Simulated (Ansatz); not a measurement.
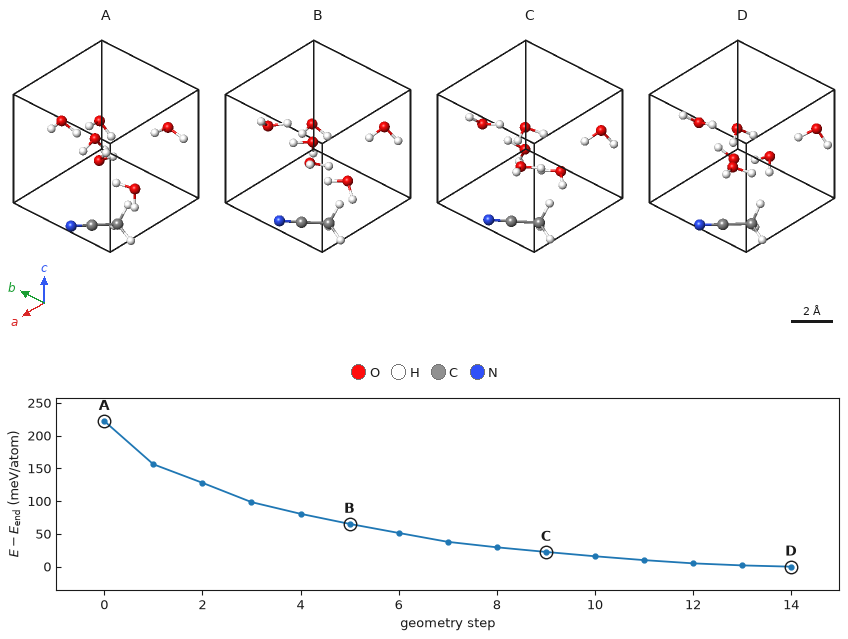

Frames of a relaxation of an amorphous cell of composition H15C2NO6, marked on the history of the run. The picture is a ball-and-stick view of the cell of the calculation, seen from a free direction.

The cell holds 6 H2O + 1 CH3CN. The run prepares the start of a later molecular dynamics calculation, from a guessed geometry.

Computed with DFT PBEsol, scalar-relativistic, plane waves, PAW in Ansatz. (plane-wave cutoff 420 eV; k-point mesh 1 × 1 × 1; occupations fermi dirac; smearing width 0.02 eV; no spin polarisation; atoms relaxed in a fixed cell; force threshold 0.3 eV/Å; at most 15 steps)

Describe the path.

The relaxation stopped without meeting its thresholds, so the last structure isn't shown to be converged. It used up its limit of 15 steps. The largest move is that of an H atom, 1.89 Å along [−1 1 1]. By element the largest moves are H 1.89 Å, O 1.62 Å, N 0.75 Å, C 0.37 Å. The cell stays as it was. Among the contacts that change: H–O 0.969 → 1.018 Å, H–O 0.969 → 0.995 Å, C–C 1.461 → 1.442 Å, C–N 1.178 → 1.162 Å. Among the angles between lasting bonds that change: H–O–H 104.0° → 108.5°, H–O–H 104.0° → 107.5°, H–O–H 104.0° → 100.7°. After 14 geometry steps the energy has fallen by 222 meV per atom. Largest force component: 2.5 eV/Å at the start, 1.2 eV/Å at the end. From step 0 to 5: an H atom moves most (0.87 Å), energy −157 meV per atom. From step 5 to 9: an H atom moves most (0.75 Å), energy −42.8 meV per atom. From step 9 to 14: an H atom moves most (0.79 Å), energy −22.5 meV per atom.

| step | E − E(0), meV/atom | largest force component, eV/Å |
| --- | --- | --- |
| 0 | 0.00 | 2.5024 |
| 1 | -65.98 | 1.4497 |
| 2 | -94.29 | 2.4506 |
| 3 | -123.78 | 2.9256 |
| 4 | -141.63 | 1.4410 |
| 5 | -157.04 | 1.0695 |
| 6 | -170.87 | 0.9545 |
| 7 | -184.44 | 0.9466 |
| 8 | -192.79 | 0.9742 |
| 9 | -199.85 | 0.8900 |
| 10 | -206.47 | 0.8130 |
| 11 | -212.35 | 0.5595 |
| 12 | -217.30 | 0.3605 |
| 13 | -220.43 | 0.3583 |
| 14 | -222.37 | 1.1597 |

Limits of the set-up: the periodic images lie only 6.4 Å apart, so the values are limited by the cell's size.
